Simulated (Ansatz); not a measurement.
The structure in question:

```cif
data_structure
_symmetry_space_group_name_H-M 'P 1'
_symmetry_Int_Tables_number 1
_cell_length_a 6.2324
_cell_length_b 6.2324
_cell_length_c 9.3140
_cell_angle_alpha 90.000
_cell_angle_beta 90.000
_cell_angle_gamma 90.000
_cell_volume 361.79
loop_
_atom_site_label
_atom_site_type_symbol
_atom_site_fract_x
_atom_site_fract_y
_atom_site_fract_z
_atom_site_occupancy
Al1 Al 0.25000 0.25000 0.05791 1
Al2 Al 0.25000 0.25000 0.53107 1
Al3 Al 0.75000 0.25000 0.05791 1
Al4 Al 0.75000 0.25000 0.53107 1
Al5 Al 0.00000 0.50000 0.29449 1
Al6 Al 0.00000 0.50000 0.76765 1
Ga1 Ga 0.00000 0.00000 0.29449 1
Ga2 Ga 0.00000 0.00000 0.76765 1
N1 N 0.75529 0.50000 0.17370 1
N2 N 0.75529 0.50000 0.64686 1
N3 N 0.24471 0.50000 0.17370 1
N4 N 0.24471 0.50000 0.64686 1
N5 N 0.00000 0.25529 0.88845 1
N6 N 0.00000 0.25529 0.41529 1
N7 N 0.00000 0.74471 0.88845 1
N8 N 0.00000 0.74471 0.41529 1
Al7 Al 0.75000 0.75000 0.05791 1
Al8 Al 0.75000 0.75000 0.53107 1
Al9 Al 0.25000 0.75000 0.05791 1
Al10 Al 0.25000 0.75000 0.53107 1
Al11 Al 0.50000 0.00000 0.29449 1
Al12 Al 0.50000 0.00000 0.76765 1
Ga3 Ga 0.50000 0.50000 0.29449 1
Ga4 Ga 0.50000 0.50000 0.76765 1
N9 N 0.25529 0.00000 0.17370 1
N10 N 0.25529 0.00000 0.64686 1
N11 N 0.74471 0.00000 0.17370 1
N12 N 0.74471 0.00000 0.64686 1
N13 N 0.50000 0.75529 0.88845 1
N14 N 0.50000 0.75529 0.41529 1
N15 N 0.50000 0.24471 0.88845 1
N16 N 0.50000 0.24471 0.41529 1
```

What would you see if this were drawn?

The material is Al3GaN4. It is base-centred orthorhombic, space group Cmm2 (No. 35). The cell has 32 atoms, namely 12 Al, 4 Ga, 16 N. Around each Al lie four N in a distorted tetrahedral arrangement at 1.90 to 2.22 Å. Ga is coordinated by four N in a tetrahedral arrangement at 1.95 Å. The coordination shell of N holds three Al and one Ga in a distorted tetrahedral arrangement (1.90 to 2.22 Å to Al, 1.95 Å to Ga). The bonds build a three-dimensional framework.

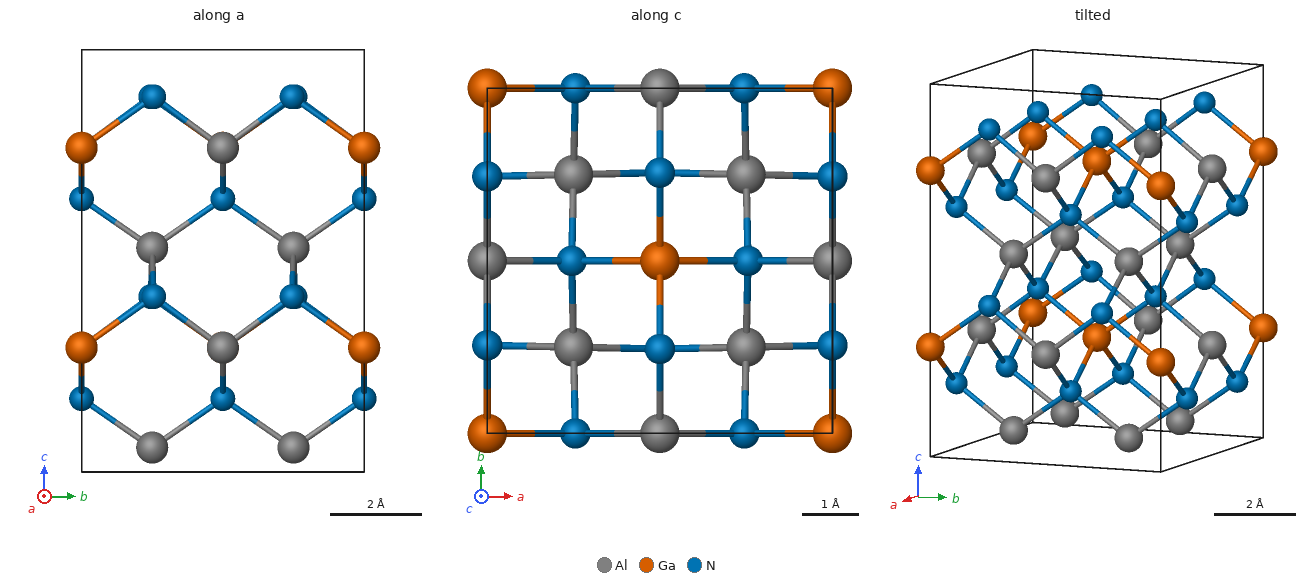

Drawn in the ball-and-stick manner and seen along the a axis, along the c axis and slightly off an axis. The parallelepiped is the conventional unit cell. Colours: aluminium grey, gallium orange, nitrogen blue.

Its origin is a structure listed in the Materials Project. The cell was then strained or its atoms displaced on purpose. An electronic-structure calculation with Ansatz was run on it.

At this level of theory the run's own cell isn't at rest (stretched, at -6 GPa and forces up to 4.3 eV/Å), so its distances can differ from those at equilibrium, the more so the softer the solid.
